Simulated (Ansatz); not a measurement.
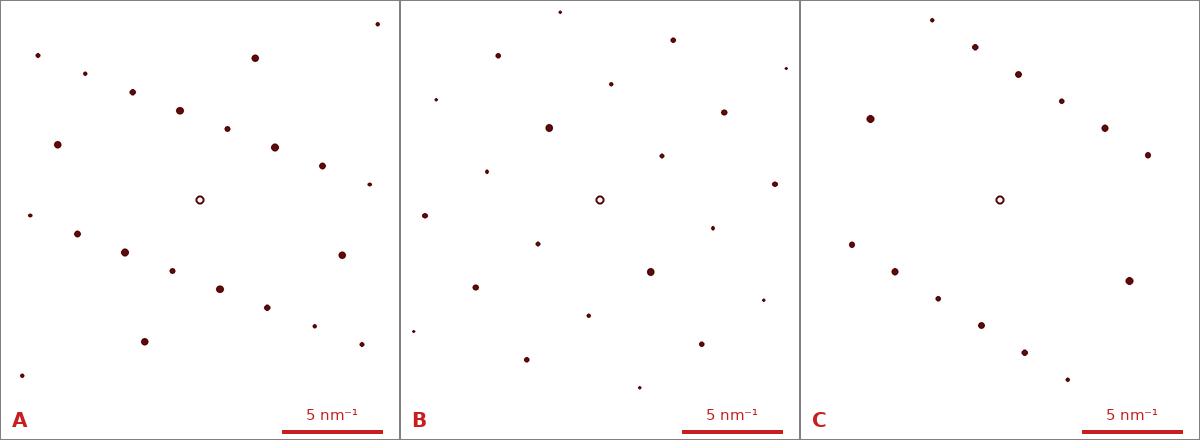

Simulated selected-area electron diffraction patterns (300 kV, kinematic approximation, thin crystal, B = 0.5 Å² for all atoms).

All three come from Zn, space group P6/mmm (No. 191), a = 4.54 Å, c = 2.63 Å (hexagonal axes). Structure: the geometry relaxed with DFT PBE, scalar-relativistic, plane waves, PAW (Ansatz); the starting structure was generated, so it need not be a known form of this composition.

Assign the zone axes [100], [102], [210] to A, B and C.

Answer. A is [100]: rectangular net of 0 1 0 (itself too weak to see) at d = 3.93 Å and 0 0 1 at d = 2.63 Å, at 90.0°. B is [210]: rectangular net of 0 0 1 at d = 2.63 Å and 1 -2 0 at d = 2.27 Å, at 90.0°. C is [102]: rectangular net of 0 -1 0 (itself too weak to see) at d = 3.93 Å and -2 1 1 at d = 1.72 Å, at 90.0°.
